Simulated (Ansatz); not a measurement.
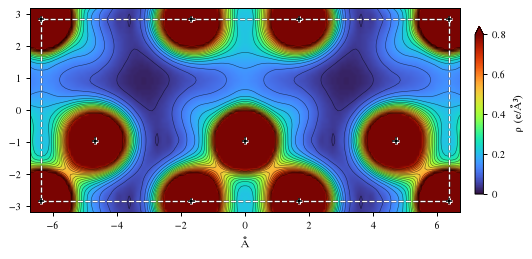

The valence electron density on a plane through atoms (crosses mark nuclei in the plane).

All numbers below come from DFT PBE+D3(BJ), scalar-relativistic, plane waves, PAW in Ansatz.

Candidates:
A. MoSe$_{2}$, a = 3.28 Å, b = 3.28 Å, c = 12.73 Å, α = 90.00°, β = 90.00°, γ = 120.00°. Space group P6₃/mmc; computed without spin polarisation.
B. Rh, a = 3.79 Å, b = 3.79 Å, c = 3.79 Å, α = 90.00°, β = 90.00°, γ = 90.00°. Space group Fm-3m; computed without spin polarisation.

Which candidate gave the map?

Answer. Candidate A: MoSe$_{2}$ on the (110) plane of the conventional cell, which holds Mo and Se. Mo–Se (2.53 Å): ρ at the midpoint is about 0.53 e/Å³.
